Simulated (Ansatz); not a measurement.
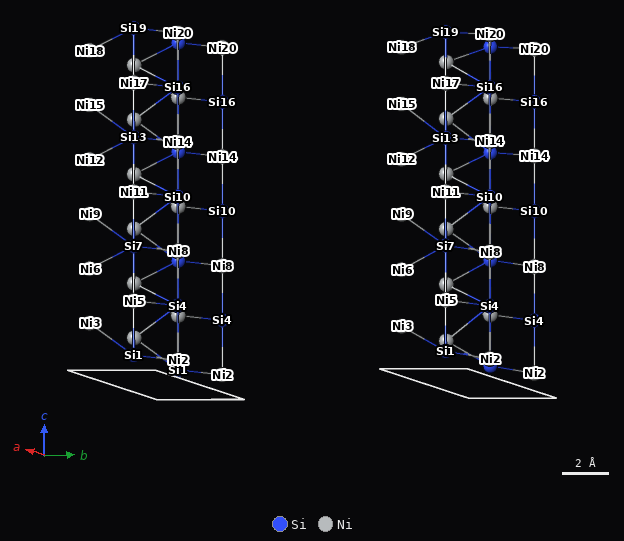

Two geometries of a slab of composition Si7Ni13 (cut from the P6_3/mmc phase), drawn at one scale. One is the start of a relaxation, the other its converged end. The picture is a ball-and-stick view of the 2 × 1 repeat of the cell, outlined in the plane, without the vacuum (origin shifted), seen from a free direction.

Theory: DFT PBEsol, scalar-relativistic, plane waves, PAW (Ansatz). Settings: plane-wave cutoff 420 eV; k-point mesh 9 × 9 × 1; occupations gaussian; smearing width 0.1 eV; no spin polarisation; dipole correction; atoms relaxed in a fixed cell; force threshold 0.02 eV/Å; at most 60 steps.

> Which of the two is the end point?

The right one is the relaxed one. Case: (0 0 1) slab, atoms relaxed. The slab is the (0 0 1) face of SiNi2. After 4 geometry steps the energy has fallen by 0.375 eV per cell of the calculation. Largest force component: 1.2 eV/Å at the start, 0.008 eV/Å at the end. The largest moves, 0.18 Å, are those of Si1 and Si19. Si19 goes along the normal (−c). By element the largest moves are Si 0.18 Å, Ni 0.14 Å. The cell doesn't change. Among the contacts that change: Ni17–Si19 2.458 → 2.309 Å, Ni18–Si19 2.549 → 2.411 Å, Ni18–Ni20 2.549 → 2.459 Å, Ni15–Ni18 2.458 → 2.549 Å. Bond angles that change, for instance: Si16–Ni18–Si19 180.0° → 170.9°, Si19–Ni18–Si19 98.7° → 106.7°, Si16–Ni18–Si16 98.7° → 95.6°.

Limits of the set-up: an element that often carries a moment was run without spin polarisation.
